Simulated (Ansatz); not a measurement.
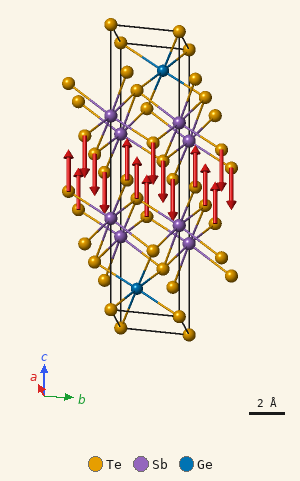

This is a relaxation of crystalline Ge2Sb2Te5 (set up in P-3m1). The starting structure is drawn; red arrows show the displacements (the part carried along by the change of the cell is left out), 10 times their true length.

A ball-and-stick model of the cell of the calculation, seen from a free direction.

The run lets cell and atoms move.

The calculation used Ansatz, Kohn-Sham DFT of a periodic cell, PBE, Ansatz PAW.

Input file:
```yaml
crystal:
  lattice:
    - [4.2940644248, 0.0, 0.0]
    - [-2.1470322124, 3.7187688774, 0.0]
    - [0.0, 0.0, 17.101346]
  atoms:
    - { symbol: Te, position: [0.6666666667, 0.3333333333, 0.419892] }
    - { symbol: Te, position: [0.3333333333, 0.6666666667, 0.580108] }
    - { symbol: Te, position: [0.3333333333, 0.6666666667, 0.201542] }
    - { symbol: Te, position: [0.6666666667, 0.3333333333, 0.798458] }
    - { symbol: Te, position: [0.0, 0.0, 0.0] }
    - { symbol: Sb, position: [0.0, 0.0, 0.320068] }
    - { symbol: Sb, position: [0.0, 0.0, 0.679932] }
    - { symbol: Ge, position: [0.6666666667, 0.3333333333, 0.102895] }
    - { symbol: Ge, position: [0.3333333333, 0.6666666667, 0.897105] }
hamiltonian:
  xc: pbe
  pseudopotentials: { kind: paw }
kpoints:
  mp_grid: { grid: [5, 5, 2] }
scf:
  occupations: { method: fermi_dirac, width: 0.05 }
output:
  forces: true
  stress: true
  eigenvalues: true
  write_density: true
  write_potential: true
  elf: true
  volumetric_format: npy
relax:
  f_tol: 0.01
  max_steps: 40
  cell: { stress_tol: 0.05, p_target: 30.0 }
```

Launched with:
```bash
ansatz run input.yaml --threads 4 --pin off --max-ram 11264MiB --backend cpu --events-out ev --progress --plain --runs-dir out
```

Question: Describe the change and its energy.

Answer: The energy rises by 5.749 eV per cell of the calculation in 8 accepted moves (10 points after the start). With the target pressure of 30 GPa, the enthalpy E + pV changes by −9.200 eV per cell of the calculation. The largest force component goes from 0.12 to 0.0031 eV/Å. The pressure goes from 0.30 to 29.99 GPa. The line search rejected the trial step at point 8 of the run. At 1 point the geometry stayed and the basis and grid were re-selected for the new cell (energy shift of 11.1 meV per cell of the calculation at most each time). The largest moves relative to the cell, 0.25 Å, are those of Te atoms. By element the largest moves are Te 0.25 Å, Sb 0.03 Å, Ge 0.03 Å. Cell: a = b 4.294 → 3.653 Å (−14.9 %), c 17.101 → 16.721 Å (−2.2 %). Volume −29.2 %. Some distances before and after: Te–Te 3.695 → 3.028 Å, Ge–Te 3.040 → 2.703 Å, Ge–Te 2.999 → 2.674 Å, Sb–Te 3.202 → 2.940 Å. New bonds form, among them: Te–Te (3.70 → 3.03 Å). Among the angles between lasting bonds that change: Te–Sb–Te 91.0° → 80.3°, Sb–Te–Sb 91.0° → 80.3°, Te–Sb–Te 92.3° → 101.4°. The space group stays P-3m1 (No. 164). Cost: 54 s on 4 threads of Arm Neoverse V1 (shared host), peak memory 0.94 GiB.
